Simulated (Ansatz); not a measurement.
Here is a crystal structure:

```cif
data_structure
_symmetry_space_group_name_H-M 'P 1'
_symmetry_Int_Tables_number 1
_cell_length_a 8.6736
_cell_length_b 5.9972
_cell_length_c 5.7505
_cell_angle_alpha 90.000
_cell_angle_beta 90.000
_cell_angle_gamma 90.000
_cell_volume 299.13
loop_
_atom_site_label
_atom_site_type_symbol
_atom_site_fract_x
_atom_site_fract_y
_atom_site_fract_z
_atom_site_occupancy
Ge1 Ge 0.29201 0.00000 0.50000 1
Ge2 Ge 0.79201 0.00000 0.00000 1
Ge3 Ge 0.70799 0.00000 0.50000 1
Ge4 Ge 0.20799 0.00000 0.00000 1
Ge5 Ge 0.50000 0.83240 0.84200 1
Ge6 Ge 0.50000 0.16760 0.15800 1
Ge7 Ge 0.50000 0.66760 0.34200 1
Ge8 Ge 0.50000 0.33240 0.65800 1
Ge9 Ge 0.79201 0.50000 0.50000 1
Ge10 Ge 0.29201 0.50000 0.00000 1
Ge11 Ge 0.20799 0.50000 0.50000 1
Ge12 Ge 0.70799 0.50000 0.00000 1
Ge13 Ge 0.00000 0.33240 0.84200 1
Ge14 Ge 0.00000 0.66760 0.15800 1
Ge15 Ge 0.00000 0.16760 0.34200 1
Ge16 Ge 0.00000 0.83240 0.65800 1
```

Question: Before looking at a picture, describe the arrangement of atoms.

Answer: The element is germanium. It is base-centred orthorhombic, space group Cmce (No. 64). The cell holds 16 atoms. By contacts within bonding range, the coordination numbers are Ge 9 to 10 (mean 9.5).

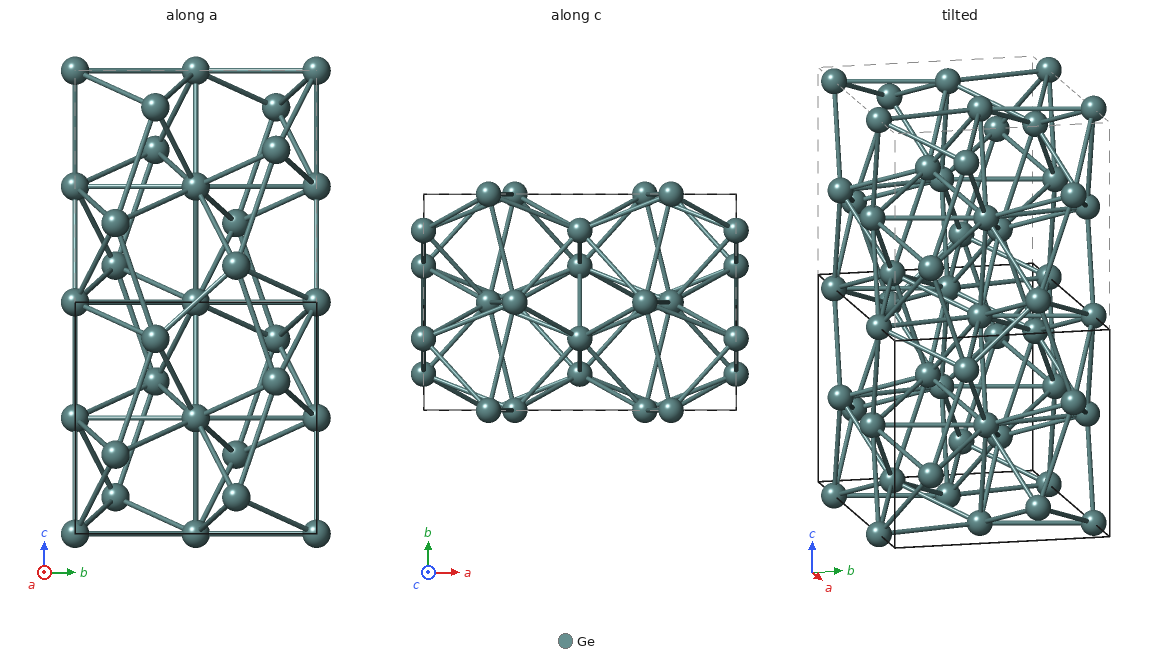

Drawn in the ball-and-stick manner and seen along the a axis, along the c axis and slightly off an axis. The structure is repeated 1×1×2 times; solid lines mark one conventional unit cell.

The structure comes from a structure listed in the Materials Project. Earlier steps of the study may have refined or changed the cell and positions. It was run through Ansatz as a DFT input.
